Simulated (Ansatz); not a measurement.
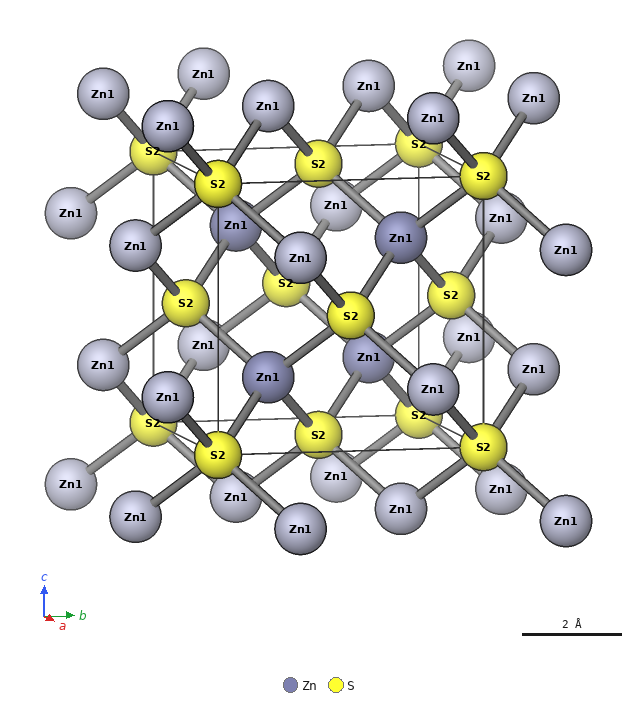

Fig. 1: The input geometry (ball-and-stick view of the cell 4 times as large as that of the calculation, set on its symmetry axes, seen slightly off an axis; neighbours outside the cell are drawn fainter; atoms are numbered from 1 in the order of the input). An atom can appear more than once, as a periodic image. Near neighbours in the periodic cell (some may lie outside the picture): Zn has 4 S at 2.41 Å; S has 4 Zn at 2.41 Å.

**Single-point calculation, with input and output: ZnS**

- system: ZnS (F-43m, 2 atoms in the cell)
- method: DFT r2SCAN, scalar-relativistic, plane waves, PAW, no spin polarisation (Ansatz 0.2.0)

The structure derives from an entry of the Crystallography Open Database. It belongs to a series of runs on one base structure; here: volume × 1.10. Figures and captions count atoms from 1; the log counts them from 0 in places.

## What the program printed
```
Engine: ansatz 0.2.0, x86_64-unknown-linux-gnu
Pseudopotentials: kind: paw
Pseudopotential: Zn, paw, valence charge 12, recommended cutoff 500 eV (meta_gga), Zn.paw.azcp
Pseudopotential: S, paw, valence charge 6, recommended cutoff 500 eV (meta_gga), S.paw.azcp
Functional definition: r2SCAN
  parameter k0 = 0.174
  parameter k1 = 0.065
  parameter a1 = 4.9479
  exchange = r2scan_x(k0 = k0, k1 = k1, a1 = a1)
  correlation = r2scan_c
Crystal: 2 atoms, lattice volume = 43.040 Å³
Basis set: ecut = 500 eV, 1067 PW (Γ), exchange–correlation on 120×120×120 points (64 copies of the dense FFT grid, shifted against one another)
Bands: 13, of which v1, the nominal top of the filled ones, is band 9 counted from 1 (8 counted from 0)
Symmetry: 24 space group operations
Space group: F-43m (ITA 216), of the structure as read, at distance tolerance 3.5e-5 Å
k-points: 29 of 512 (time reversal used)
Non-local potential: Zn, projectors of the file, l = 0: 2, l = 1: 2, l = 2: 3, l = 3: 1
Non-local potential: S, projectors of the file, l = 0: 2, l = 1: 2, l = 2: 2
PAW form: soft (Blöchl's): semilocal exchange-correlation on the pseudo side does not see the compensation charge
PAW frozen core: Zn, regenerated for the run's functional (the file was generated under x = pbe(κ = 0.804, μ = 0.2195149727645171), c = pbe(β = 0.06672455060314922))
PAW frozen core: S, regenerated for the run's functional (the file was generated under x = pbe(κ = 0.804, μ = 0.2195149727645171), c = pbe(β = 0.06672455060314922))
PAW one-centre angular grid: Zn, 590 points (default); XC on 261 of its mesh's 2673 points in the sphere
PAW one-centre angular grid: S, 302 points (default); XC on 160 Gauss nodes
Initial density: superposition of atomic densities (neutral atoms: chi_scale 0, normalization atom), corrected by the library's trained network
Initial wavefunctions: pseudopotential atomic-orbital guess
Functional: x = r2scan, c = r2scan; τ floored in thin density (d = 2e-4 eV/Å³)
SCF iter   1: F=—  HF=-4233.374856 eV  |F-HF|=—  |Δ(HF+E_count)|=         —  Δρ=1.49e-2  dr2=4.60e-2  dr2_τ=4.79e-3  ethr=1.77e-3  ⟨swp⟩=6.2  Hψ=2392  notcnv=0
preconditioner: auto → none  [insulator: Δε(μ)=2.253 eV  Ē_g=12.631 eV  σ=0.020 eV  W_gap=1.00  n_scr=14 (ndim 8)  ℏωp=24.0 eV  f_vac=0.045  D(μ)=0.00/eV (n_scr^D=0)  ε∞_Penn≈4.6]
SCF iter   2: F=—  HF=-4233.373684 eV  |F-HF|=—  |Δ(HF+E_count)|=   1.17e-3  Δρ=3.97e-3  dr2=7.53e-3  dr2_τ=3.26e-4  ethr=2.55e-4  ⟨swp⟩=2.2  Hψ=965  notcnv=0
SCF iter   3: F=—  HF=-4233.369076 eV  |F-HF|=—  |Δ(HF+E_count)|=   4.61e-3  Δρ=2.84e-3  dr2=1.46e-3  dr2_τ=8.82e-6  ethr=4.18e-5  ⟨swp⟩=2.2  Hψ=732  notcnv=0
SCF iter   4: F=—  HF=-4233.369318 eV  |F-HF|=—  |Δ(HF+E_count)|=   2.42e-4  Δρ=1.82e-4  dr2=1.21e-5  dr2_τ=3.97e-7  ethr=8.11e-6  ⟨swp⟩=2.6  Hψ=795  notcnv=0
SCF iter   5: F=—  HF=-4233.369319 eV  |F-HF|=—  |Δ(HF+E_count)|=   6.98e-7  Δρ=2.75e-5  dr2=1.65e-7  dr2_τ=3.72e-8  ethr=6.73e-8  ⟨swp⟩=2.0  Hψ=638  notcnv=0
SCF iter   6: F=-4233.369319 eV  HF=-4233.369319 eV  |F-HF|=1.47e-8  |Δ(HF+E_count)|=   2.46e-7  Δρ=8.19e-6  dr2=1.34e-8  dr2_τ=1.71e-9  ethr=5.56e-10  ⟨swp⟩=9.0  Hψ=2819  notcnv=0
SCF 1 converged in 6 iterations: F = -4233.369319 eV  dr2 = 1.34e-8
  greatest PAW one-centre occupation: 0.984 electrons in one spin orbital (limit 2), on the Zn atom at site 0 (counted from 0), in its partial waves of l = 2
```

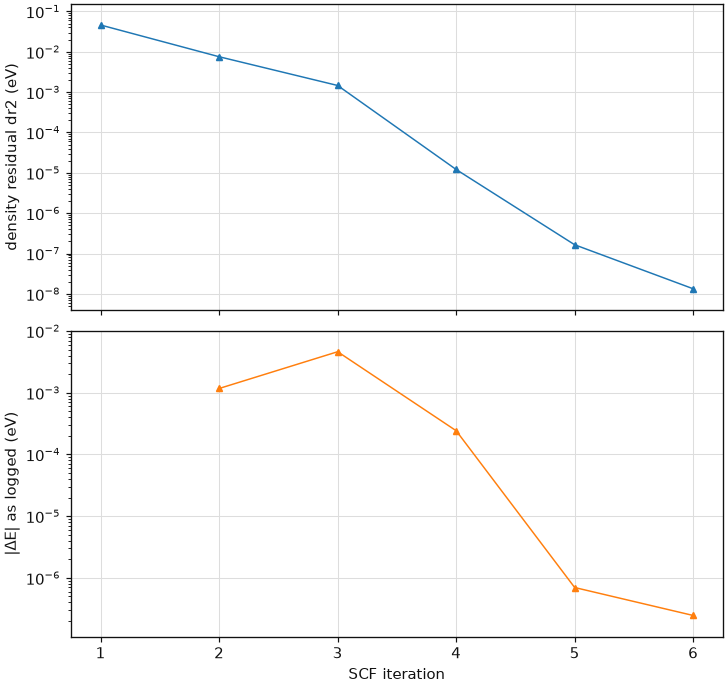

Fig. 2: Convergence of the self-consistent field: density residual dr2 and size of the energy change against the SCF iteration. The residual falls at every step.

```
SCF converged after 6 iterations
Free energy (F): -4233.369319 eV
Harris-Foulkes:  -4233.369319 eV  (|F-HF|=1.47e-8)
Internal energy: -4233.369319 eV  (E = F + TS)
E sigma→0 (E₀):  -4233.369319 eV
Fermi energy:    5.565281 eV
--- Per-component energies (eV) ---
  E_band       = -17.191392
  E_kinetic    = 235.148978
  E_local      = -2102.663155  (includes V_loc(G=0)·N_el)
  E_nonlocal   = 647.399321
  E_hartree    = 879.965277
  E_xc         = -214.355942
  E_vxc        = -146.239866  (∫ρ·V_xc dr)
  E_paw        = -2461.020694  (= ΣΔE_a)
  E_vpaw       = -418.023962  (= ΣTr[D̂ρ^β])
  E_aug_tail   = -0.000042  (compensation charges beyond the density's cutoff)
  E_vtau       = 7.258881  (kinetic-family band-sum trace: ∫τ·v_τ [+ j·A + Jᵃ·Aᵃ] dr)
  E_ewald      = -1217.550676
  E_core_change = -0.292385  (= ΣΔE_core)
  E_smearing   = -0.000000  (= −TS)
  E_closure    = -0.000000  (closes the sum)
  Σ components = -4233.369319   (vs F -4233.369319, Δ=0.00e0)
--- Forces (eV/Å), atoms counted from 1 ---
  atom   1  Zn    -0.00000000     0.00000000     0.00000000
  atom   2  S      0.00000000    -0.00000000    -0.00000000
  max |Σ_I F_I| component: 2.31e-17 eV/Å
--- Stress (GPa, compression-positive) ---
       -6.091762      -0.000000      -0.000000
        0.000000      -6.091762       0.000000
        0.000000       0.000000      -6.091762
  P = ⅓ Tr σ = -6.0918 GPa (-60.918 kbar)
--- Band table (eV; the first three rows and the last of 29) ---
  k-point 0: bands = ["-8.6601", "-1.7691", "-1.7691", "-1.7691", "-1.3369", "-1.3369", "4.4282", "4.4282", "4.4282", "6.7022", "11.3514", "11.3514", "11.3514"]
  k-point 1: bands = ["-8.5580", "-1.7588", "-1.7511", "-1.7511", "-1.3380", "-1.3380", "3.3994", "4.3002", "4.3002", "7.4998", "11.1913", "11.5850", "11.5850"]
  k-point 2: bands = ["-8.2939", "-1.7109", "-1.7109", "-1.6909", "-1.3352", "-1.3352", "1.7820", "4.0173", "4.0173", "8.1419", "11.6487", "11.9268", "11.9268"]
  k-point 28: bands = ["-7.5963", "-1.6266", "-1.5281", "-1.3709", "-1.3687", "-1.0157", "0.2120", "1.9664", "2.0254", "10.4709", "10.6061", "12.6759", "13.1027"]
```

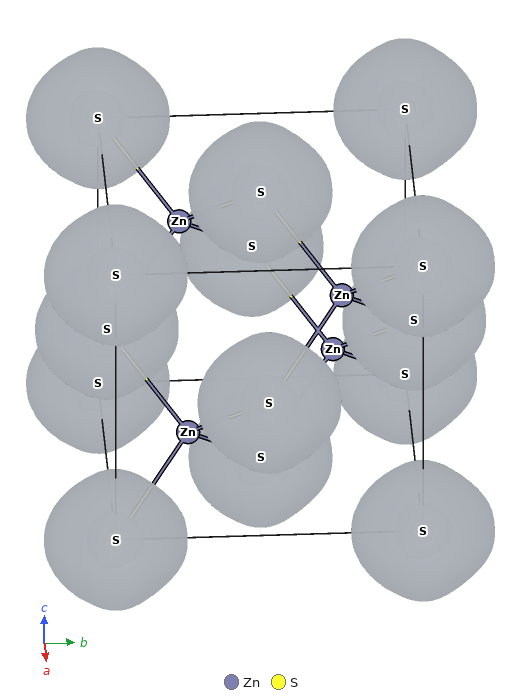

Fig. 3: Isosurface of the ELF at 0.65 (grey), seen at an oblique angle. Only the valence region is drawn (cores and ρ < 0.01 e/Å³ removed). Sticks mark near contacts. The outline is the cell set on symmetry axes. Values along the shortest contacts: Zn–S (2.41 Å): the ELF is about 0.60 at the midpoint. In a PAW calculation such maps are meaningful between the atoms, not at the nuclei.

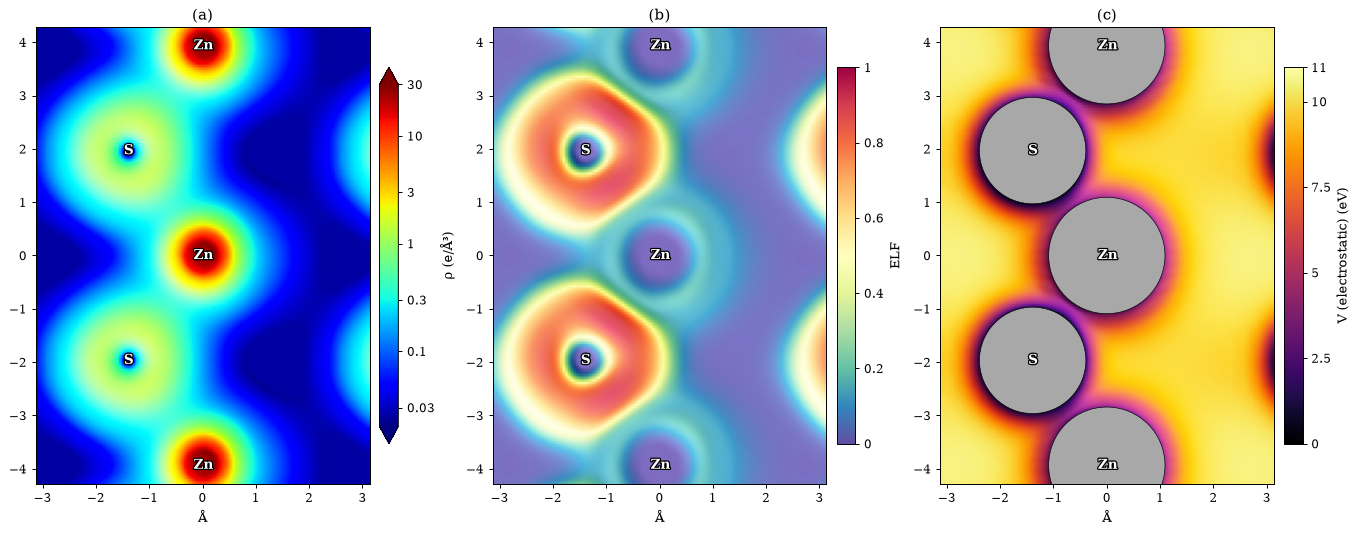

Fig. 4: (a) valence charge density (pseudo); (b) electron localisation function; (c) electrostatic potential (local pseudopotential plus Hartree) felt by an electron on the (101) plane of the conventional cell. Grey discs, where drawn, cover atomic cores. Zn–S (2.41 Å): ρ at the midpoint is about 0.46 e/Å³; the ELF is about 0.60 at the midpoint. Away from the nuclei the density in this plane falls to 0.01 e/Å³ at its lowest. Outside the cores the potential energy rises away from the atoms and is highest about 2.4 Å from the nearest atoms; outside the discs it spans about 10 eV, and its zero is arbitrary.

The run was set up as follows.

## The input
```yaml
crystal:
  lattice:
    - [0.0, 2.781511207, 2.781511207]
    - [2.781511207, 0.0, 2.781511207]
    - [2.781511207, 2.781511207, 0.0]
  atoms:
    - { symbol: Zn, position: [0.25, 0.25, 0.25] }
    - { symbol: S, position: [0.0, 0.0, 0.0] }
basis:
  ecutwfc: 500
kpoints:
  mp_grid: { grid: [8, 8, 8] }
hamiltonian:
  xc: r2scan
scf:
  occupations: { method: gaussian, width: 0.02 }
output:
  forces: true
  stress: true
  eigenvalues: true
  write_density: true
  write_potential: true
  elf: true
  volumetric_format: npy
```

Launch command:
```bash
ansatz run input.yaml --threads 1 --pin off --max-ram 2560MiB --backend cpu --events-out ev --progress --plain --runs-dir out
```

## Key numbers

```csv
quantity,value
outcome,converged
space group (tolerance 0.01 Å),F-43m (216)
electrons treated,18
free energy,−4233.3693 eV
Fermi energy,5.565 eV
gap on the k-point mesh,2.27 eV
pressure,−6.09 GPa
largest force (length of the vector),under 0.001 eV/Å
hardware,"1 thread of Intel Xeon @ 2.50GHz (Skylake/Cascade Lake), 189 GiB of memory available, shared host"
wall time,9.1 s
peak memory,0.46 GiB
```

The cell is under a tension of 6.1 GPa at this level, so it is not at its equilibrium volume.
